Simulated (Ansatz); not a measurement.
**Ge: 6 runs along one coordinate**

System: Ge (2 atoms in the cell).
Method: DFT r2SCAN, scalar-relativistic, plane waves, PAW, no spin polarisation (Ansatz 0.2.0).

The 6 runs differ only in the geometry, by a strain of the cell at fixed fractional positions. Against run 4, the strain is εyy = η. The structure derives from a Materials Project entry.

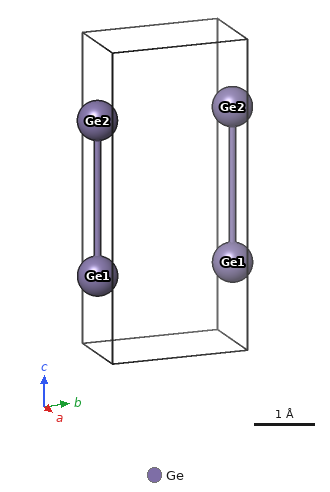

Figure 1. The structure of run 4 (ball-and-stick view of the reduced cell, seen slightly off an axis; atoms are numbered from 1 in the order of the input). An atom can appear more than once, as a periodic image.

### Input of run 4
```yaml
crystal:
  lattice:
    - [1.397592124, -2.5767389383, 0.0]
    - [1.397592124, 2.5767389383, 0.0]
    - [0.0, 0.0, 5.2992283745]
  atoms:
    - { symbol: Ge, position: [0.5002627511, 0.4997372489, 0.25] }
    - { symbol: Ge, position: [0.4997372489, 0.5002627511, 0.75] }
basis:
  ecutwfc: 500
kpoints:
  mp_grid: { grid: [24, 24, 12] }
hamiltonian:
  xc: r2scan
scf:
  occupations: { method: gaussian, width: 0.15 }
output:
  forces: true
  stress: true
  eigenvalues: true
```

Command:
```bash
ansatz run input.yaml --threads 1 --pin off --max-ram 2560MiB --backend cpu --events-out ev --progress --plain --runs-dir out
```

Run 5 differs from it as follows:
```diff
-    - [1.397592124, -2.5767389383, 0.0]
-    - [1.397592124, 2.5767389383, 0.0]
+    - [1.397592124, -2.6020010848, 0.0]
+    - [1.397592124, 2.6020010848, 0.0]
```

### Results, with one run withheld

```tsv
run	strain parameter η (%)	free energy per atom, from the lowest run given (meV)	pressure (GPa)
1	−5.8824	5.01	3.22
2	−4.9020	0.73	2.28
3	−0.9804	0.00	−0.77
4	0.0000	3.11	−1.40
5	0.9804	?	?
6	1.4706	9.58	−2.26
```

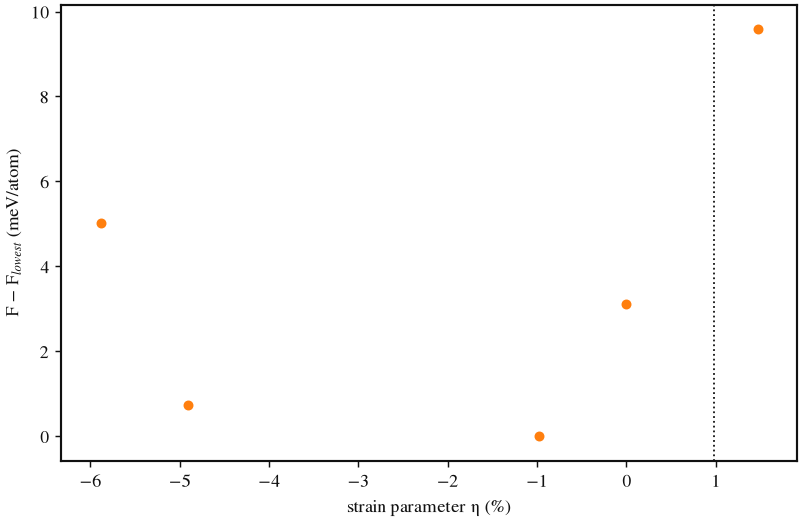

Figure 2. Free energy per atom of the runs given; the dotted line marks run 5.

Estimate the energy of run 5 from the others.

A cubic polynomial in the coordinate, fitted to the 5 runs given, misses them by under 0.01 meV per atom. With x = η + 2.0588, it reads F = −2.078 + 1.214 x + 0.69293 x² − 0.028611 x³ (meV per atom). At run 5 it gives 7.21 meV per atom, and the run itself gives 7.22. The fit has its minimum at η = −2.8918 %.

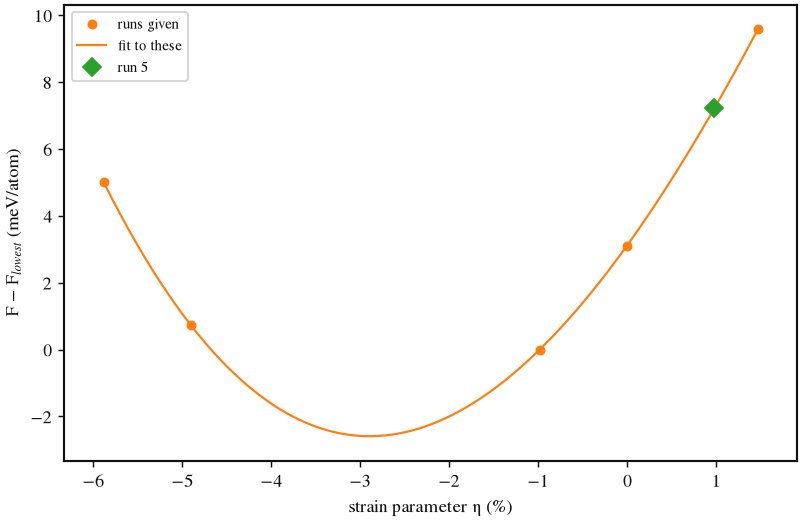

Figure 3. The fit and the withheld run.

### Output, shortened to warnings, some set-up lines, iterations and results (run 5)
```
Basis set: ecut = 500 eV, 967 PW (Γ), exchange–correlation on 96×96×160 points (64 copies of the dense FFT grid, shifted against one another)
Symmetry: 8 space group operations
k-points: 1099 of 6912
Initial density: superposition of atomic densities (neutral atoms: chi_scale 0, normalization atom), corrected by the library's trained network
[...]
SCF iter   1: F=—  HF=-8604.999136 eV  |F-HF|=—  |Δ(HF+E_count)|=         —  Δρ=6.62e-3  dr2=5.58e-3  dr2_τ=1.25e-3  ethr=1.77e-3  ⟨swp⟩=5.1  Hψ=81228  notcnv=0
SCF iter   2: F=—  HF=-8605.020850 eV  |F-HF|=—  |Δ(HF+E_count)|=   2.17e-2  Δρ=2.27e-3  dr2=9.55e-4  dr2_τ=2.22e-5  ethr=1.99e-5  ⟨swp⟩=2.0  Hψ=47632  notcnv=0  defer=217
SCF iter   3: F=—  HF=-8605.021210 eV  |F-HF|=—  |Δ(HF+E_count)|=   3.61e-4  Δρ=1.51e-3  dr2=4.87e-4  dr2_τ=5.74e-6  ethr=3.41e-6  ⟨swp⟩=1.0  Hψ=19517  notcnv=0  defer=217
SCF iter   4: F=—  HF=-8605.021396 eV  |F-HF|=—  |Δ(HF+E_count)|=   1.86e-4  Δρ=2.33e-4  dr2=2.53e-5  dr2_τ=2.00e-7  ethr=1.74e-6  ⟨swp⟩=2.0  Hψ=23857  notcnv=0  defer=217
SCF iter   5: F=—  HF=-8605.021407 eV  |F-HF|=—  |Δ(HF+E_count)|=   1.04e-5  Δρ=5.71e-5  dr2=1.57e-6  dr2_τ=8.60e-9  ethr=9.02e-8  ⟨swp⟩=2.0  Hψ=23893  notcnv=0  defer=217
SCF iter   6: F=-8605.021407 eV  HF=-8605.021407 eV  |F-HF|=4.95e-10  |Δ(HF+E_count)|=   5.85e-7  Δρ=9.04e-6  dr2=3.05e-8  dr2_τ=1.95e-10  ethr=3.57e-10  ⟨swp⟩=3.9  Hψ=71450  …
SCF 1 converged in 6 iterations: F = -8605.021407 eV  dr2 = 3.05e-8
SCF converged after 6 iterations
Free energy (F): -8605.021407 eV
Harris-Foulkes:  -8605.021407 eV  (|F-HF|=4.95e-10)
Internal energy: -8605.011640 eV  (E = F + TS)
E sigma→0 (E₀):  -8605.016524 eV
Entropy (-TS):   -0.009767 eV (-4.883 meV/atom)
Fermi energy:    10.527045 eV
--- Per-component energies (eV) ---
  E_band       = -255.961212
  E_kinetic    = 219.986935
  E_local      = -4353.181661  (includes V_loc(G=0)·N_el)
  E_nonlocal   = 835.070936
  E_hartree    = 1905.805576
  E_xc         = -137.765673
  E_vxc        = -135.523341  (∫ρ·V_xc dr)
  E_paw        = -4063.178572  (= ΣΔE_a)
  E_vpaw       = -641.732691  (= ΣTr[D̂ρ^β])
  E_aug_tail   = 0.000032  (compensation charges beyond the density's cutoff)
  E_vtau       = 7.812969  (kinetic-family band-sum trace: ∫τ·v_τ [+ j·A + Jᵃ·Aᵃ] dr)
  E_ewald      = -3009.577682
  E_core_change = -2.171532  (= ΣΔE_core)
  E_smearing   = -0.009767  (= −TS)
  E_closure    = -0.000000  (closes the sum)
  Σ components = -8605.021407   (vs F -8605.021407, Δ=0.00e0)
--- Forces (eV/Å), atoms counted from 1 ---
  atom   1  Ge     0.00000000     0.00109621     0.00000000
  atom   2  Ge     0.00000000    -0.00109621     0.00000000
  max |Σ_I F_I| component: 0.00e0 eV/Å
--- Stress (GPa, compression-positive) ---
       -1.775157       0.000000       0.000000
        0.000000      -3.882588       0.000000
        0.000000       0.000000      -0.297817
  P = ⅓ Tr σ = -1.9852 GPa (-19.852 kbar)
```
